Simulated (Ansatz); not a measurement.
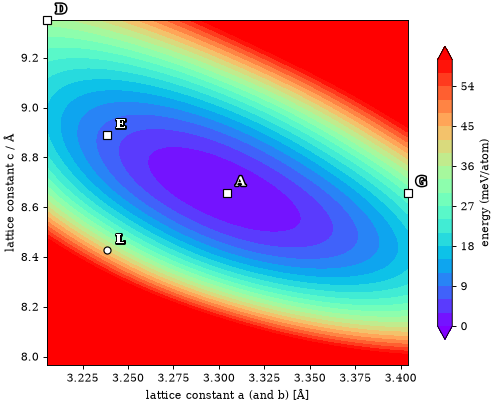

AlAu₂ (I4/mmm, No. 139; 3 atoms in the cell). 
- The energy is mapped over the lattice constants a and c of the conventional cell.
- Coordinates scanned: (1) lattice constant a (and b); (2) lattice constant c.
- Nothing is relaxed (fractional coordinates fixed).
- The grid has 7 × 7 points.
- Energies: meV/atom, counted from the lowest grid point.
- These are results of DFT LDA, scalar-relativistic, plane waves, PAW (Ansatz), not measurements. Settings: cutoff 420 eV, k-mesh 16×16×16, gaussian smearing 0.15 eV, no spin polarisation.

Drawn: filled contours, one colour for all values above the top of the scale, lettered points. Between grid points the surface is interpolated.

**Is E the lowest point of the computed grid?**

No. E lies 8 meV/atom above the lowest grid point, which is at lattice constant a (and b) = 3.305 Å, lattice constant c = 8.657 Å.

**What kind of point is each of A, L: minimum, saddle, maximum or slope?**

A: minimum; L: on a slope. (In these two coordinates alone; a stationary point may lie a little off the grid point.)

**Rank the lettered points by energy, lowest first.**

A (0 meV/atom), E (8 meV/atom), G (27 meV/atom), D (34 meV/atom), L (42 meV/atom).
